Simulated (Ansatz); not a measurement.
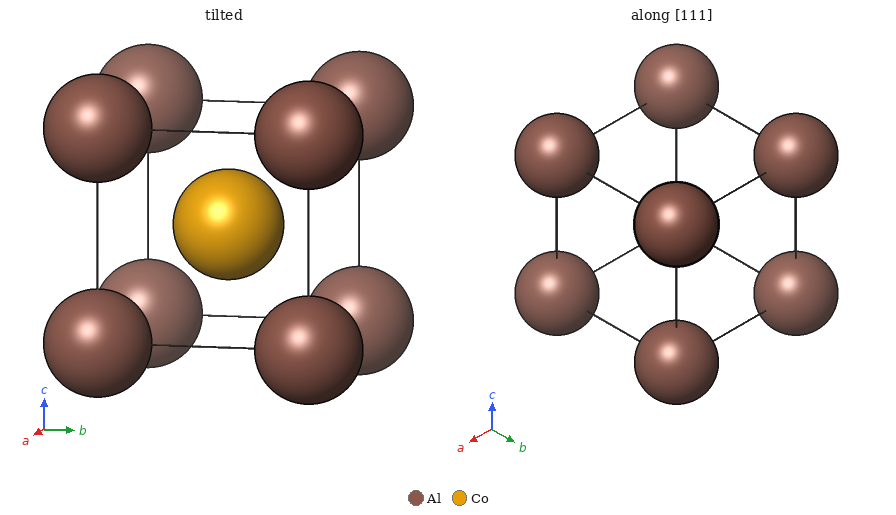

Structure drawing (spheres-only), viewed slightly off an axis and along [111]. Atoms at the boundary of the conventional unit cell (the box) are drawn once for each face, edge or corner they touch.

Explain the picture.

The solid is AlCo. Space group Pm-3m (No. 221), lattice primitive cubic. Its structure type: caesium chloride (CsCl, B2) type. In the cell are 1 Al, 1 Co, which makes 1 formula unit. About every Al there are eight Co in a cubic arrangement. About every Co there are eight Al in a cubic arrangement.

Its origin is a structure listed in the Materials Project, with elements exchanged, so it need not be a known form of the compound. What is shown is the relaxed result from DFT PBEsol, scalar-relativistic, plane waves, PAW (Ansatz).
